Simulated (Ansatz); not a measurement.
Geometry relaxation, with input and output: TiO (part 2 of 2)

Continued. System: TiO (P-62m, 6 atoms in the cell). Method: DFT PBEsol, scalar-relativistic, plane waves, PAW, no spin polarisation (Ansatz 0.2.0); cutoff 420 eV, 12×12×12 k-mesh, Gaussian smearing of 0.1 eV. The structure derives from a Materials Project entry.

Geometry of the input (Å; fractional positions):
```
4.9891  0.0000  0.0000
-2.4945  4.3207  0.0000
0.0000  0.0000  2.8733
Ti 0.6667  0.3333  0.5000
Ti 0.3333  0.6667  0.5000
Ti 0.0000  0.0000  0.0000
O  0.6056  0.6056  0.0000
O  0.3944  0.0000  0.0000
O  0.0000  0.3944  0.0000
```

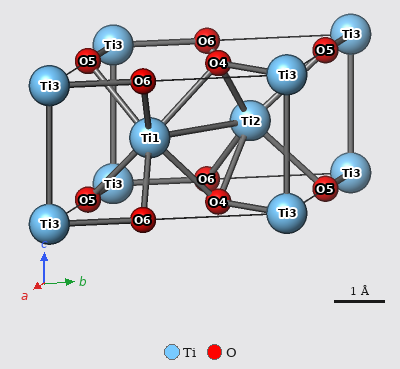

**Figure 1.** The geometry at step 4 of the log (ball-and-stick view of the cell of the calculation, seen slightly off an axis; atoms are numbered from 1 in the order of the input).

Output, continued
```
SCF iter   1: F=—  HF=-9112.833189 eV  |F-HF|=—  |Δ(HF+E_count)|=         —  Δρ=5.70e-6  dr2=2.62e-9  ethr=1.01e-8  ⟨swp⟩=4.3  Hψ=29155  notcnv=0
preconditioner: auto → Kerker (q_TF=auto, 2.678 Å⁻¹)  [metal: Δε(μ)=0.008 eV  Ē_g=10.022 eV  σ=0.100 eV  W_gap=0.04  n_scr=26 (ndim 8)  ℏωp=26.2 eV  f_vac=0.000  D(μ)=0.67/eV (n_scr^D=0)]
SCF iter   2: F=—  HF=-9112.833097 eV  |F-HF|=—  |Δ(HF+E_count)|=   9.20e-5  Δρ=2.72e-6  dr2=6.20e-10  ethr=4.84e-12  ⟨swp⟩=2.9  Hψ=8992  notcnv=0
SCF iter   3: F=—  HF=-9112.833097 eV  |F-HF|=—  |Δ(HF+E_count)|=  6.68e-10  Δρ=5.58e-7  dr2=1.03e-10  ethr=1.15e-12  ⟨swp⟩=2.0  Hψ=6110  notcnv=0
iter 4 did not close the SCF: its close was put off for the readings that it lacked (scf_convergence_deferred on its scf_iter line)
SCF iter   4: F=-9112.833097 eV  HF=-9112.833097 eV  |F-HF|=1.82e-12  |Δ(HF+E_count)|=  7.28e-12  Δρ=1.84e-7  dr2=6.74e-12  ethr=1.00e-12  ⟨swp⟩=1.2  Hψ=4426  notcnv=0
iter 5 did not close the SCF: its close was put off for the readings that it lacked (scf_convergence_deferred on its scf_iter line)
SCF iter   5: F=-9112.833097 eV  HF=-9112.833097 eV  |F-HF|=1.82e-12  |Δ(HF+E_count)|=  1.82e-12  Δρ=8.09e-8  dr2=2.63e-12  ethr=1.00e-12  ⟨swp⟩=1.0  Hψ=4389  notcnv=0
iter 6 did not close the SCF: its close was put off for the readings that it lacked (scf_convergence_deferred on its scf_iter line)
SCF iter   6: F=-9112.833097 eV  HF=-9112.833097 eV  |F-HF|=0.00e0  |Δ(HF+E_count)|=  1.82e-12  Δρ=2.60e-8  dr2=4.38e-13  ethr=1.00e-12  ⟨swp⟩=1.0  Hψ=4389  notcnv=0
iter 7 did not close the SCF: its close was put off for the readings that it lacked (scf_convergence_deferred on its scf_iter line)
SCF iter   7: F=-9112.833097 eV  HF=-9112.833097 eV  |F-HF|=0.00e0  |Δ(HF+E_count)|=  1.82e-12  Δρ=7.51e-9  dr2=2.18e-14  ethr=1.00e-12  ⟨swp⟩=1.0  Hψ=4389  notcnv=0
SCF iter   8: F=-9112.833097 eV  HF=-9112.833097 eV  |F-HF|=3.64e-12  |Δ(HF+E_count)|=  1.82e-12  Δρ=5.69e-9  dr2=1.02e-14  ethr=1.00e-12  ⟨swp⟩=2.2  Hψ=11227  notcnv=0
SCF 7 converged in 8 iterations: F = -9112.833097 eV  dr2 = 1.02e-14
relax step   7: F+E_penalty+E_count = -9112.83309680 eV  Δ(F+E_penalty+E_count) = +1.426e-4 eV  max|allowed force component| = 3.202e-4 eV/Å  Δτ_max = 0.0000 Å  P = -0.004 GPa  Ω = 60.384 Å³  stress off target by 3.79e-3 GPa  SCF on the basis re-selected at this cell (its energy is not comparable with the rows above)  (8 SCF iters)
```

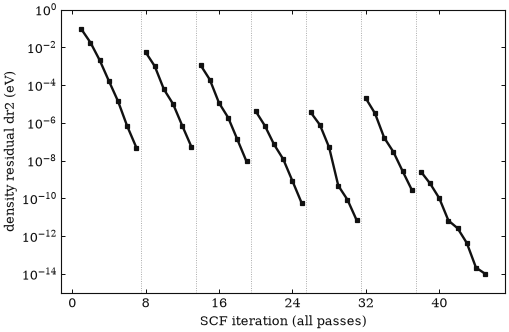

**Figure 2.** Convergence of the self-consistent field: density residual dr2 against the SCF iteration. The dotted lines part the SCF passes of the relaxation: geometry steps, rejected trials and re-solves on a re-selected basis. The 7 passes take 6 to 8 iterations each, 45 in all.

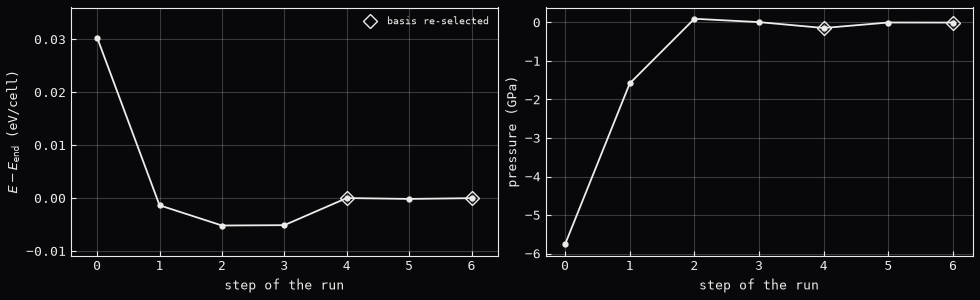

**Figure 3.** Progress of the relaxation, step by step (the first geometry is step 0 here and step 1 in the log).

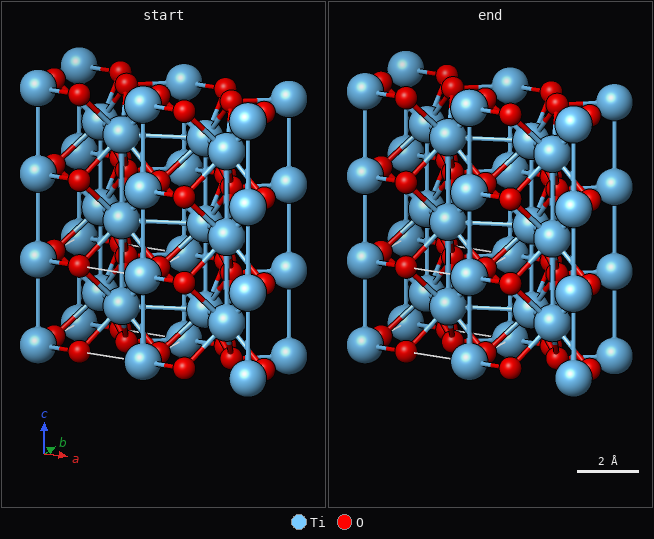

**Figure 4.** Before (left) and after (right) the relaxation, at one scale (ball-and-stick view of the cell of the calculation, repeated 2 × 1 × 3, seen slightly off an axis). After 4 geometry steps the energy has fallen by 30.5 meV per cell of the calculation. Largest force component: 0.03 eV/Å at the start, 0.00032 eV/Å at the end. The pressure goes from −5.76 to 0.00 GPa. The basis was re-selected once at an unchanged geometry, which shifts the energy a little without any move. The atoms keep their places relative to the cell (all moves are under 0.005 Å). Cell: a = b 4.989 → 4.958 Å (−0.6 %), c 2.873 → 2.836 Å (−1.3 %). Volume −2.5 %. Among the contacts that change: Ti1–Ti1 2.873 → 2.836 Å, Ti1–O4 2.101 → 2.081 Å, Ti1–Ti2 2.880 → 2.863 Å, Ti3–O4 1.968 → 1.957 Å. The space group stays P-62m (No. 189). The energy change given includes the shifts at the re-selections in mid-walk, which come without any move. A last SCF at the same geometry on a re-selected plane-wave basis shifts the energy by +0.1 meV per cell of the calculation. (Atoms are counted from 1 in the order of the input.)

```
basis re-selected at this cell: Δ(F+E_penalty+E_count) = +1.426e-4 eV, ΔP = -0.002 GPa vs the last step (what re-selecting the basis moved, of the pressure what is left beyond the Pulay correction that the steps carried, after the strain that the cell walked since its last selection, with what the two solves' SCF thresholds leave and, on support functions, any second-order correction that the steps lacked; it is no measure of the basis error at this ecutwfc). This SCF's stress stands 3.79e-3 GPa from its target on what of the cell is left free (relax.cell.stress_tol is 5.00e-2 GPa) and its largest allowed force component is 3.20e-4 eV/Å (relax.f_tol is 5.00e-3 eV/Å): within both
SCF converged after 8 iterations
Free energy (F): -9112.833097 eV
Harris-Foulkes:  -9112.833097 eV  (|F-HF|=3.64e-12)
Internal energy: -9112.829735 eV  (E = F + TS)
E sigma→0 (E₀):  -9112.831416 eV
Entropy (-TS):   -0.003362 eV (-0.560 meV/atom)
Fermi energy:    16.412250 eV
--- Per-component energies (eV) ---
  E_band       = -345.490163
  E_kinetic    = 1353.942555
  E_local      = -2950.256030  (includes V_loc(G=0)·N_el)
  E_nonlocal   = 170.675175
  E_hartree    = 1175.352008
  E_xc         = -513.879996
  E_vxc        = -652.243871  (∫ρ·V_xc dr)
  E_paw        = -3524.776491  (= ΣΔE_a)
  E_vpaw       = -618.319727  (= ΣTr[D̂ρ^β])
  E_aug_tail   = 0.007718  (compensation charges beyond the density's cutoff)
  E_ewald      = -4824.418690
  E_core_change = 0.524017  (= ΣΔE_core)
  E_smearing   = -0.003362  (= −TS)
  E_closure    = -0.000000  (closes the sum)
  Σ components = -9112.833097   (vs F -9112.833097, Δ=0.00e0)
--- Forces (eV/Å), atoms counted from 1 ---
  atom   1  Ti     0.00000000     0.00000000     0.00000000
  atom   2  Ti    -0.00000000    -0.00000000     0.00000000
  atom   3  Ti    -0.00000000    -0.00000000     0.00000000
  atom   4  O     -0.00016008    -0.00027727     0.00000000
  atom   5  O      0.00032016     0.00000000     0.00000000
  atom   6  O     -0.00016008     0.00027727     0.00000000
  max |Σ_I F_I| component: 4.63e-18 eV/Å
--- Stress (GPa, compression-positive) ---
       -0.003367      -0.000000       0.000000
       -0.000000      -0.003367       0.000000
        0.000000       0.000000      -0.003791
  P = ⅓ Tr σ = -0.0035 GPa (-0.035 kbar)
--- Band table (eV; the first three rows and the last of 133) ---
  k-point 0: bands = ["-41.6530", "-41.5638", "-41.0619", "-18.2616", "-18.2616", "-17.9362", "-17.9362", "-17.9053", "-17.8060", "-17.5948", "-17.5948", "-16.9788", "-5.8142", "-4.1746", "-4.1746", "6.8620", "8.5886", "8.5886", "9.5662", "9.5662", "9.6920", "10.3679", "10.3679", "10.7903", "12.8984", "15.4852", "15.5123", "15.5123", "16.7097", "16.7097", "17.2190", "17.2190", "17.5504"]
  k-point 1: bands = ["-41.6483", "-41.5596", "-41.0584", "-18.2504", "-18.2504", "-17.9549", "-17.9277", "-17.9277", "-17.8436", "-17.5956", "-17.5956", "-17.0095", "-5.7351", "-4.1918", "-4.1918", "6.9898", "8.5309", "8.5309", "9.5085", "9.5085", "9.7343", "10.3375", "10.3375", "10.3911", "13.2983", "15.4050", "15.4050", "15.6562", "16.8773", "16.8773", "17.2874", "17.2874", "17.6092"]
  k-point 2: bands = ["-41.6353", "-41.5481", "-41.0490", "-18.2196", "-18.2196", "-18.0881", "-17.9454", "-17.9036", "-17.9036", "-17.5985", "-17.5985", "-17.0925", "-5.5178", "-4.2396", "-4.2396", "7.3443", "8.3704", "8.3704", "9.3528", "9.3528", "9.4732", "9.9794", "10.2792", "10.2792", "14.1285", "15.2062", "15.2062", "16.1521", "17.1521", "17.1521", "17.3703", "17.3703", "17.7762"]
  k-point 132: bands = ["-41.5411", "-41.5411", "-41.0102", "-18.5010", "-18.5010", "-18.1443", "-17.9346", "-17.9346", "-17.7363", "-17.6172", "-17.6172", "-17.4064", "-4.6406", "-4.3811", "-4.3811", "7.8231", "7.8231", "8.1751", "8.1751", "8.4837", "8.6598", "9.2462", "10.5791", "10.5791", "14.8614", "14.8614", "14.9277", "17.7183", "17.7183", "17.8227", "17.8227", "17.8757", "18.1050"]
--- Relaxed structure (5 steps of the walk, 5 accepted, 2 SCFs on fresh bases) ---
  F+E_penalty+E_count = -9112.83309680 eV   max|allowed force component| = 3.202e-4 eV/Å   (the final SCF, on the basis selected at the relaxed cell)
  cell:  # Å, volume = 60.3840 Å³
    - [4.958439969040337, -5.059431858165366e-36, 0.0]
    - [-2.4792199845201686, 4.294134976329056, 0.0]
    - [0.0, 0.0, 2.835967650816884]
  atoms:
    - { symbol: Ti, position: [0.6666666666666666, 0.3333333333333333, 0.49999999999999994] }
    - { symbol: Ti, position: [0.3333333333333333, 0.6666666666666666, 0.49999999999999994] }
    - { symbol: Ti, position: [-2.416774924582991e-20, 4.182223583042251e-21, 0.0] }
    - { symbol: O, position: [0.6052948635778287, 0.6052948635778287, 0.0] }
    - { symbol: O, position: [0.39470513642217114, 4.1822235830420434e-21, 0.0] }
    - { symbol: O, position: [5.551115123125783e-17, 0.39470513642217125, 0.0] }
```

Trajectory as extended XYZ (Å, eV, eV/Å), 7 frames, from step=1 to step=7
```
6
Lattice="4.9891 0.0000 0.0000 -2.4945 4.3207 0.0000 0.0000 0.0000 2.8733" Properties=species:S:1:pos:R:3:forces:R:3 step=1 energy=-9112.80276 pressure_GPa=-5.76
Ti    2.4945    1.4402    1.4367    0.0000   0.0000   0.0000
Ti    0.0000    2.8805    1.4367    0.0000   0.0000   0.0000
Ti    0.0000    0.0000    0.0000    0.0000   0.0000   0.0000
O     1.5106    2.6164    0.0000    0.0148   0.0256   0.0000
O     1.9679    0.0000    0.0000   -0.0296   0.0000   0.0000
O    -0.9839    1.7043    0.0000    0.0148  -0.0256   0.0000
6
Lattice="4.9684 0.0000 0.0000 -2.4842 4.3028 0.0000 0.0000 0.0000 2.8454" Properties=species:S:1:pos:R:3:forces:R:3 step=2 energy=-9112.83444 pressure_GPa=-1.58
Ti    2.4842    1.4343    1.4227    0.0000   0.0000   0.0000
Ti    0.0000    2.8685    1.4227    0.0000   0.0000   0.0000
Ti    0.0000    0.0000    0.0000    0.0000   0.0000   0.0000
O     1.5048    2.6063    0.0000   -0.0086  -0.0150   0.0000
O     1.9589    0.0000    0.0000    0.0173   0.0000   0.0000
O    -0.9794    1.6964    0.0000   -0.0086   0.0150   0.0000
6
Lattice="4.9580 0.0000 0.0000 -2.4790 4.2938 0.0000 0.0000 0.0000 2.8372" Properties=species:S:1:pos:R:3:forces:R:3 step=3 energy=-9112.83826 pressure_GPa=0.10
Ti    2.4790    1.4313    1.4186    0.0000   0.0000   0.0000
Ti    0.0000    2.8625    1.4186    0.0000   0.0000   0.0000
Ti    0.0000    0.0000    0.0000    0.0000   0.0000   0.0000
O     1.5008    2.5994    0.0000   -0.0045  -0.0078   0.0000
O     1.9565    0.0000    0.0000    0.0090   0.0000   0.0000
O    -0.9782    1.6944    0.0000   -0.0045   0.0078   0.0000
6
Lattice="4.9591 0.0000 0.0000 -2.4795 4.2947 0.0000 0.0000 0.0000 2.8370" Properties=species:S:1:pos:R:3:forces:R:3 step=4 energy=-9112.83820 pressure_GPa=0.01
Ti    2.4795    1.4316    1.4185    0.0000   0.0000   0.0000
Ti    0.0000    2.8631    1.4185    0.0000   0.0000   0.0000
Ti    0.0000    0.0000    0.0000    0.0000   0.0000   0.0000
O     1.5010    2.5998    0.0000   -0.0021  -0.0036   0.0000
O     1.9571    0.0000    0.0000    0.0041   0.0000   0.0000
O    -0.9785    1.6949    0.0000   -0.0021   0.0036   0.0000
6
Lattice="4.9591 0.0000 0.0000 -2.4795 4.2947 0.0000 0.0000 0.0000 2.8370" Properties=species:S:1:pos:R:3:forces:R:3 step=5 energy=-9112.83308 pressure_GPa=-0.14
Ti    2.4795    1.4316    1.4185    0.0000   0.0000   0.0000
Ti    0.0000    2.8631    1.4185    0.0000   0.0000   0.0000
Ti    0.0000    0.0000    0.0000    0.0000   0.0000   0.0000
O     1.5010    2.5998    0.0000   -0.0020  -0.0034   0.0000
O     1.9571    0.0000    0.0000    0.0040   0.0000   0.0000
O    -0.9785    1.6949    0.0000   -0.0020   0.0034   0.0000
6
Lattice="4.9584 0.0000 0.0000 -2.4792 4.2941 0.0000 0.0000 0.0000 2.8360" Properties=species:S:1:pos:R:3:forces:R:3 step=6 energy=-9112.83324 pressure_GPa=-0.00
Ti    2.4792    1.4314    1.4180    0.0000   0.0000   0.0000
Ti    0.0000    2.8628    1.4180    0.0000   0.0000   0.0000
Ti    0.0000    0.0000    0.0000    0.0000   0.0000   0.0000
O     1.5007    2.5992    0.0000   -0.0002  -0.0003   0.0000
O     1.9571    0.0000    0.0000    0.0003   0.0000   0.0000
O    -0.9786    1.6949    0.0000   -0.0002   0.0003   0.0000
6
Lattice="4.9584 0.0000 0.0000 -2.4792 4.2941 0.0000 0.0000 0.0000 2.8360" Properties=species:S:1:pos:R:3:forces:R:3 step=7 energy=-9112.83310 pressure_GPa=-0.00
Ti    2.4792    1.4314    1.4180    0.0000   0.0000   0.0000
Ti    0.0000    2.8628    1.4180    0.0000   0.0000   0.0000
Ti    0.0000    0.0000    0.0000    0.0000   0.0000   0.0000
O     1.5007    2.5992    0.0000   -0.0002  -0.0003   0.0000
O     1.9571    0.0000    0.0000    0.0003   0.0000   0.0000
O    -0.9786    1.6949    0.0000   -0.0002   0.0003   0.0000
```

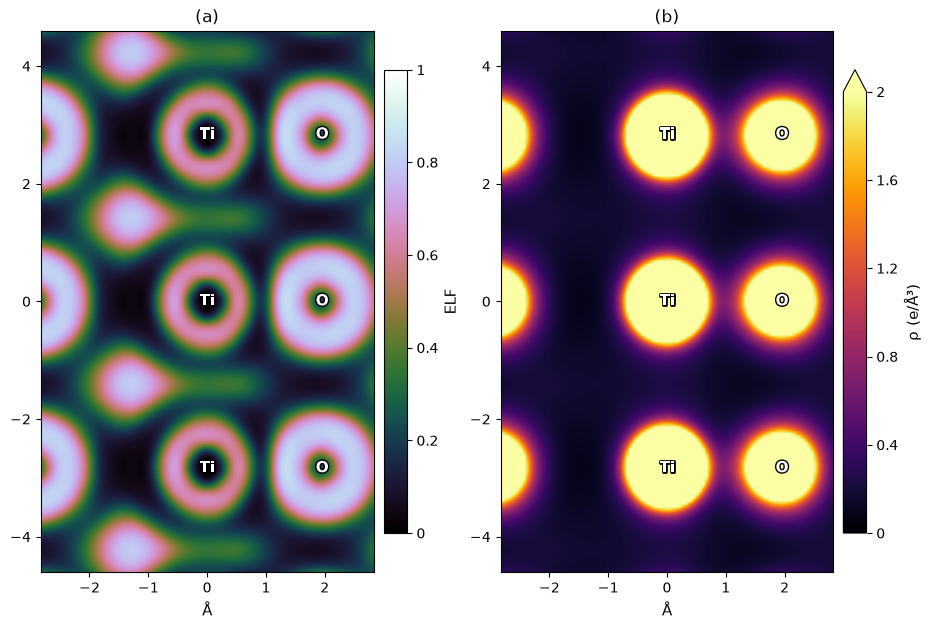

**Figure 5.** (a) ELF; (b) valence electron density on the (010) plane of the conventional cell. Atoms in the plane: Ti and O. Ti–O (1.96 Å): ρ at the midpoint is about 0.7 e/Å³; the ELF is about 0.20 at the midpoint (a polar contact without a shared pair, in a metal). Ti–Ti (2.84 Å): ρ is about 0.23 e/Å³ halfway; the ELF is about 0.35 at the midpoint (no shared electron pair). Away from the nuclei the density in this plane falls to 0.1 e/Å³ at its lowest.The strong features right at Ti lie inside the PAW spheres (semicore, d or f shells) and say nothing about bonding. The fields are those of the smooth PAW valence density.
